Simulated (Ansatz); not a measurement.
**Run report: FeCo3, single-point calculation (part 2 of 2)**

FeCo3 (4 atoms in the cell); DFT PBEsol, scalar-relativistic, plane waves, PAW, spin-polarised (Ansatz 0.2.0); cutoff 420 eV, 12×12×12 k-mesh, Gaussian smearing of 0.1 eV, collinear spins. The structure derives from a Materials Project entry. It belongs to a series of runs on one base structure; here: ferrimagnetic in the cell, signs +++-.

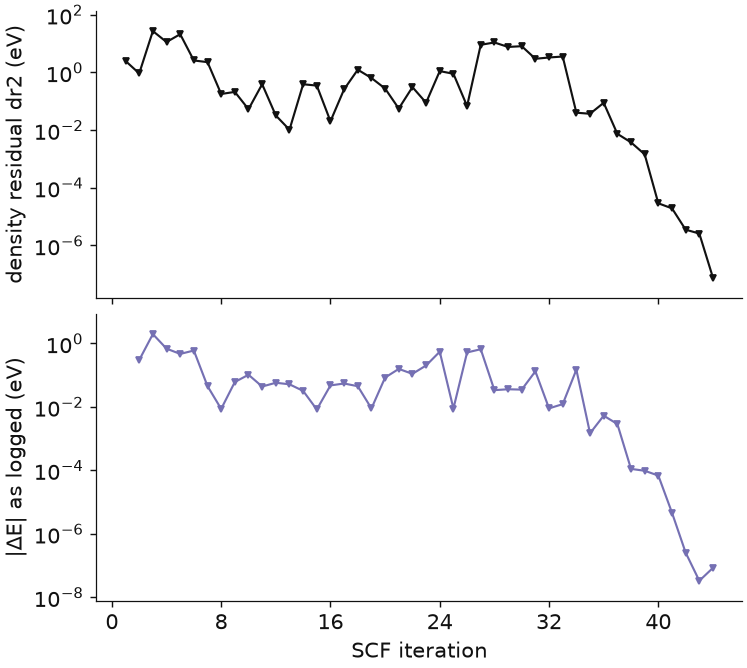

*Convergence of the self-consistent field: density residual dr2 and size of the energy change against the SCF iteration.*

The residual falls unevenly and jumps up by a factor of two or more 9 times on the way down.

```
SCF converged after 44 iterations
Magnetization: 7.3667 μB (37.1833 up, 29.8167 down)
Absolute magnetization: 7.8625 μB (∫|ρ↑−ρ↓|, with the PAW one-centre terms)
Spin contamination: 0.1158 ħ² per cell (⟨S²⟩ above its minimum at these occupations)
Per-site moments (μB) at R_I (Å): [(2.5914797733471544, 1.0312992107801802), (1.6618053262252717, 1.0312992107801802), (1.6618053262252703, 1.0312992107801802), (1.661838197721059, 1.0312992107801802)]
Free energy (F): -19727.691244 eV
Harris-Foulkes:  -19727.691244 eV  (|F-HF|=6.07e-8)
Internal energy: -19727.670155 eV  (E = F + TS)
E sigma→0 (E₀):  -19727.680700 eV
Entropy (-TS):   -0.021090 eV (-5.272 meV/atom)
Fermi energy:    18.387701 eV
--- Per-component energies (eV) ---
  E_band       = -956.587759
  E_kinetic    = 1710.485230
  E_local      = -10614.058313  (includes V_loc(G=0)·N_el)
  E_nonlocal   = 1588.222045
  E_hartree    = 4440.848080
  E_xc         = -589.763891
  E_vxc        = -764.152538  (∫ρ·V_xc dr)
  E_paw        = -5783.101573  (= ΣΔE_a)
  E_vpaw       = -1758.796019  (= ΣTr[D̂ρ^β])
  E_aug_tail   = 0.000982  (compensation charges beyond the density's cutoff)
  E_ewald      = -10481.047173
  E_core_change = 0.744459  (= ΣΔE_core)
  E_smearing   = -0.021090  (= −TS)
  E_closure    = -0.000000  (closes the sum)
  Σ components = -19727.691244   (vs F -19727.691244, Δ=0.00e0)
--- Forces (eV/Å), atoms counted from 1 ---
  atom   1  Fe     0.00000000     0.00000000     0.00000000
  atom   2  Co     0.00000000     0.00000000     0.00000000
  atom   3  Co     0.00000000    -0.00000000     0.00000000
  atom   4  Co    -0.00000000     0.00000000     0.00000000
  max |Σ_I F_I| component: 1.01e-28 eV/Å
--- Stress (GPa, compression-positive) ---
       -8.477110      -0.000000       0.000000
       -0.000000      -8.477004       0.000000
        0.000000       0.000000      -8.477004
  P = ⅓ Tr σ = -8.4770 GPa (-84.770 kbar)
--- Band table (eV; the first three rows and the last of 392) ---
  k-point 0 ↑: bands = ["-77.3065", "-77.2554", "-77.2554", "-69.6635", "-40.7959", "-40.7959", "-40.7959", "-40.6269", "-40.6269", "-40.6269", "-40.5830", "-40.5830", "-40.5830", "-35.8343", "-35.8343", "-35.8343", "9.3912", "13.1054", "13.1054", "13.2411", "13.8283", "13.8283", "13.8284", "15.8213", "15.8213", "15.8213", "16.8662", "16.8662", "17.6233", "17.7079", "17.7079", "17.9861", "17.9861", "17.9861", "18.1951", "18.1951", "18.1951", "20.8100", "20.8100", "20.8100", "27.8876", "27.8876", "28.0095", "32.7926", "32.7926", "32.7926", "33.1445", "33.1445"]
  k-point 1 ↑: bands = ["-77.3058", "-77.2562", "-77.2554", "-69.6635", "-40.7940", "-40.7940", "-40.7926", "-40.6275", "-40.6274", "-40.6270", "-40.5865", "-40.5843", "-40.5843", "-35.8349", "-35.8344", "-35.8344", "9.4830", "13.1341", "13.1552", "13.2810", "13.8591", "13.8638", "13.8638", "15.7834", "15.8500", "15.8500", "16.8316", "16.8792", "17.5872", "17.6631", "17.6842", "17.8035", "17.8035", "17.9862", "18.0766", "18.0766", "18.1951", "20.3528", "21.1289", "21.1290", "27.9039", "27.9757", "28.5260", "32.4530", "32.4530", "32.5180", "32.8665", "33.1527"]
  k-point 2 ↑: bands = ["-77.3036", "-77.2584", "-77.2553", "-69.6635", "-40.7886", "-40.7885", "-40.7832", "-40.6293", "-40.6292", "-40.6274", "-40.5965", "-40.5877", "-40.5877", "-35.8364", "-35.8348", "-35.8348", "9.7551", "13.1927", "13.2980", "13.4085", "13.9497", "13.9704", "13.9705", "15.6737", "15.9361", "15.9361", "16.7325", "16.9178", "17.2936", "17.2936", "17.4674", "17.5333", "17.6313", "17.8957", "17.8958", "17.9864", "18.1953", "19.3100", "21.8811", "21.8812", "27.9557", "28.0204", "29.9736", "31.4147", "31.4147", "31.8524", "32.1958", "33.5467"]
  k-point 195 ↓: bands = ["-75.2555", "-75.2555", "-75.2554", "-66.6596", "-38.9125", "-38.7946", "-38.7946", "-38.7946", "-38.6274", "-38.6274", "-38.5994", "-38.5994", "-38.5994", "-32.9049", "-32.9049", "-32.9049", "14.2281", "14.2281", "14.2281", "14.3235", "17.3552", "17.3552", "17.3552", "17.5058", "17.5058", "17.5058", "17.6859", "17.6859", "18.0191", "18.1625", "18.1625", "18.1625", "19.6398", "19.6398", "19.6398", "20.0913", "20.0913", "20.0913", "20.2111", "20.2111", "25.7152", "25.7152", "25.7152", "25.9849", "39.2732", "39.2732", "39.2732", "39.3356"]
--- Löwdin populations: 4 sites ---
  site symbol       q [e]    m [muB]
     0     Fe     15.7856     2.6420
     1     Co     16.7683     1.6566
     2     Co     16.7683     1.6566
     3     Co     16.7682     1.6567
  spilling = 0.013576 (of n_electrons = 67.000000)
```

**File populations.tsv**
```
# site	symbol	l	j	q_up	q_dn
# orbitals = lowdin
# n_electrons = 67.000000
# spilling = 0.013576
0	Fe	0_3S	-	0.993341	0.993819
0	Fe	0_4S	-	0.463008	0.486429
0	Fe	1_3P	-	2.998535	2.998303
0	Fe	2_3D	-	4.758896	2.093250
1	Co	0_3S	-	0.993692	0.993868
1	Co	0_4S	-	0.455546	0.494054
1	Co	1_3P	-	2.998795	2.998486
1	Co	2_3D	-	4.764433	3.069408
2	Co	0_3S	-	0.993692	0.993868
2	Co	0_4S	-	0.455546	0.494054
2	Co	1_3P	-	2.998795	2.998486
2	Co	2_3D	-	4.764433	3.069408
3	Co	0_3S	-	0.993692	0.993868
3	Co	0_4S	-	0.455546	0.494054
3	Co	1_3P	-	2.998795	2.998486
3	Co	2_3D	-	4.764427	3.069365
```

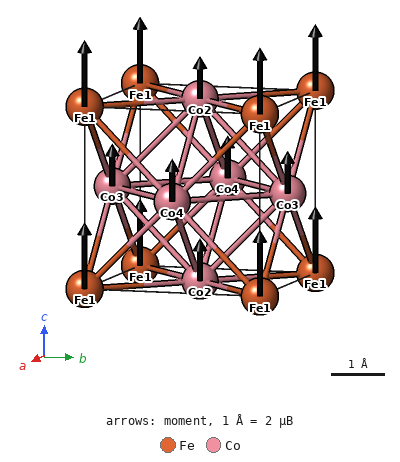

*Magnetic moments of the sites as black arrows (ball-and-stick view of the cell of the calculation, seen slightly off an axis; atoms are numbered from 1 in the order of the input); small moments hardly show. The run is collinear, so the axis drawn is arbitrary.*

Site moments: Fe1 (2.59 μB); all 3 Co atoms (1.66 μB). They are counted near the atoms and needn't add up to the moment of the cell.

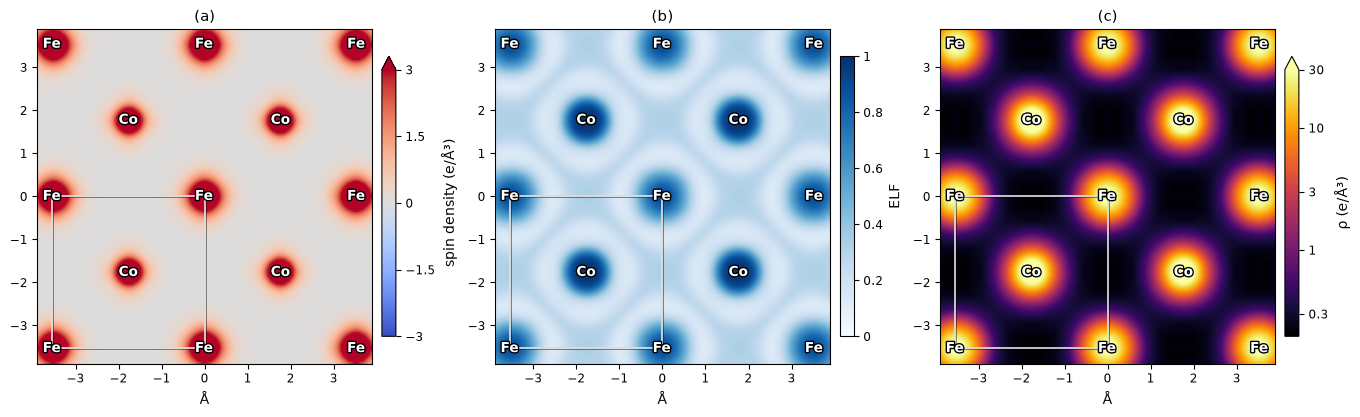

*(a) spin density; (b) ELF; (c) valence electron density on the (001) plane of the conventional cell.*

Fe–Co (2.50 Å): the density is about 0.34 e/Å³ at the midpoint; the ELF is about 0.25 at the midpoint; no shared electron pair. Away from the nuclei the density in this plane falls to 0.2 e/Å³ at its lowest. The strong features right at Fe and Co lie inside the PAW spheres (semicore, d or f shells) and say nothing about bonding. The cell of the calculation (4 atoms) carries 7.4 μB net. Core electrons are frozen (PAW), so the fields are smoothed inside the atomic spheres.

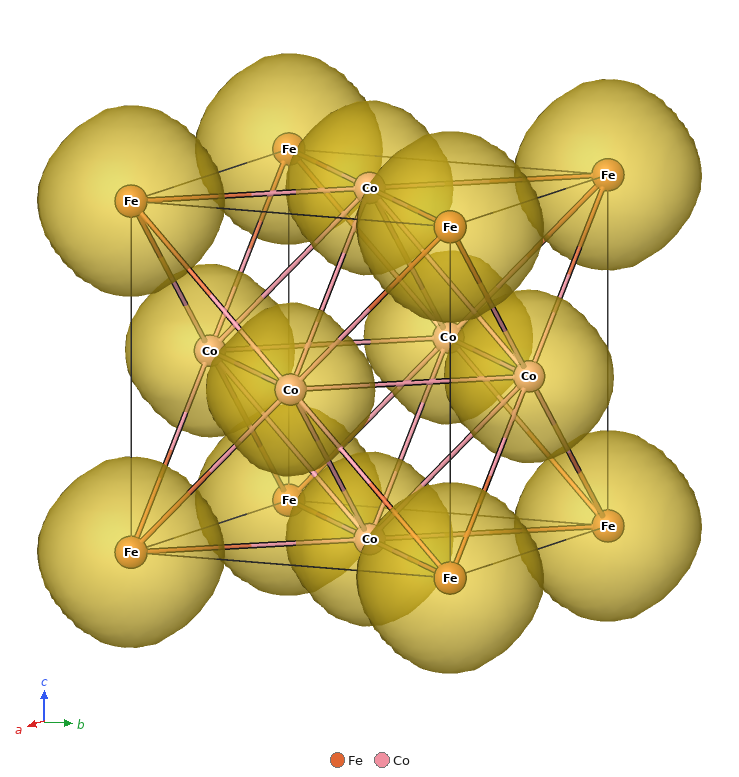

*Isosurfaces of the spin density (up minus down) at +0.1 (yellow) and −0.1 e/Å³ (cyan), seen slightly off an axis. Sticks mark near contacts. The outline is the cell set on symmetry axes.*

The cell of the calculation (4 atoms) carries 7.4 μB net. Only one sign reaches the isovalue.

The run was set up as follows.

**Input**
```yaml
crystal:
  lattice:
    - [3.53570262, 0.0, 0.0]
    - [0.0, 3.53570262, 0.0]
    - [0.0, 0.0, 3.53570262]
  atoms:
    - { symbol: Fe, position: [0.0, 0.0, 0.0], spin: 4.0 }
    - { symbol: Co, position: [0.5, 0.5, 0.0], spin: 3.0 }
    - { symbol: Co, position: [0.5, 0.0, 0.5], spin: 3.0 }
    - { symbol: Co, position: [0.0, 0.5, 0.5], spin: -3.0 }
basis:
  ecutwfc: 420
kpoints:
  mp_grid: { grid: [12, 12, 12] }
hamiltonian:
  xc: pbesol
scf:
  occupations: { method: gaussian, width: 0.1 }
  lower_state_search: "off"
output:
  forces: true
  stress: true
  eigenvalues: true
  populations: true
  write_density: true
  write_potential: true
  elf: true
  volumetric_format: npy
magnetization:
  spin_polarized: true
```

Run as:
```bash
ansatz run input.yaml --threads 1 --pin off --max-ram 2560MiB --backend cpu --events-out ev --progress --plain --runs-dir out
```

**Summary**

| quantity | value |
| --- | --- |
| outcome | converged |
| space group (tolerance 0.01 Å) | Pm-3m (221) |
| electrons treated | 67 |
| free energy | −19727.6912 eV |
| Fermi energy | 18.388 eV |
| gap on the k-point mesh | none (metallic) |
| net moment of the cell | 7.37 μB |
| integrated absolute moment | 7.86 μB |
| pressure | −8.48 GPa |
| largest force (length of the vector) | under 0.001 eV/Å |
| hardware | 1 thread of Arm Neoverse V1, 24 GiB of memory available, shared host |
| wall time | 2.9 min |
| peak memory | 0.78 GiB |

**Remarks**

The cell is under a tension of 8.5 GPa at this level, so it is not at its equilibrium volume.
